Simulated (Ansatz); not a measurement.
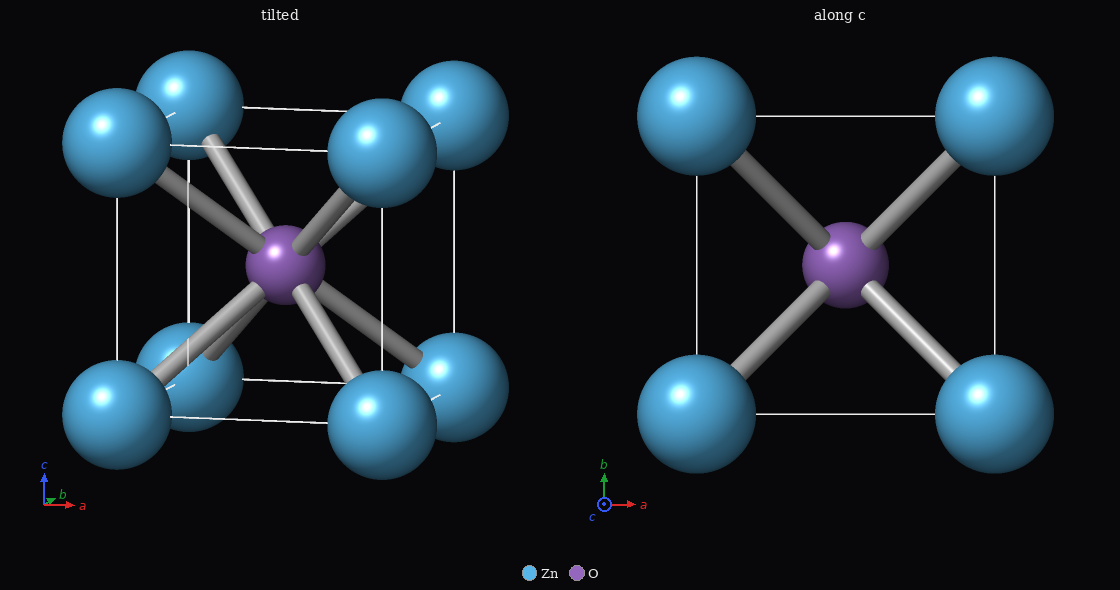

View slightly off an axis and along the c axis, drawn as a ball-and-stick model. The edges of the conventional unit cell are marked. Cell: a = 2.69 Å, b = 2.69 Å, c = 2.69 Å, α = 90.00°, β = 90.00°, γ = 90.00°.

The structure was taken from a structure type filled with these elements by a generator (whether the compound takes this form wasn't checked). Earlier steps of the study may have refined or changed the cell and positions. A calculation with Ansatz used it as input.

Give a description of the structure.

Answer. The structure is one of ZnO. It is primitive cubic, space group Pm-3m (No. 221). In terms of structure types, this is caesium chloride (CsCl, B2) type. It has 2 atoms to the cell (1 Zn, 1 O). Around each Zn lie eight O in a cubic arrangement at about 2.3 Å. O is coordinated by eight Zn in a cubic arrangement at about 2.3 Å. The bonds build a three-dimensional framework.

Run with Ansatz, DFT PBE, scalar-relativistic, plane waves, PAW and these settings: plane-wave cutoff 420 eV, a 20×20×20 k-point mesh, Gaussian smearing of 0.1 eV, no spin polarisation.

Is it conducting or gapped at this level?

Answer. A metal: bands cross the Fermi level.

What charge does Bader's analysis assign to each element?

Answer. Zn +1.19 e; O -1.19 e.

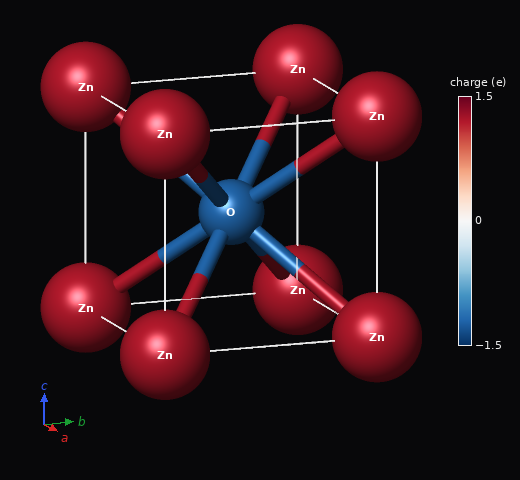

The atoms coloured by those charges. The run's cell of 2 atoms is drawn.

Are forces and stress small enough to call this relaxed?

Answer. Yes. All forces vanish to within 0.01 eV/Å. The pressure is 0.0 GPa, close to zero.
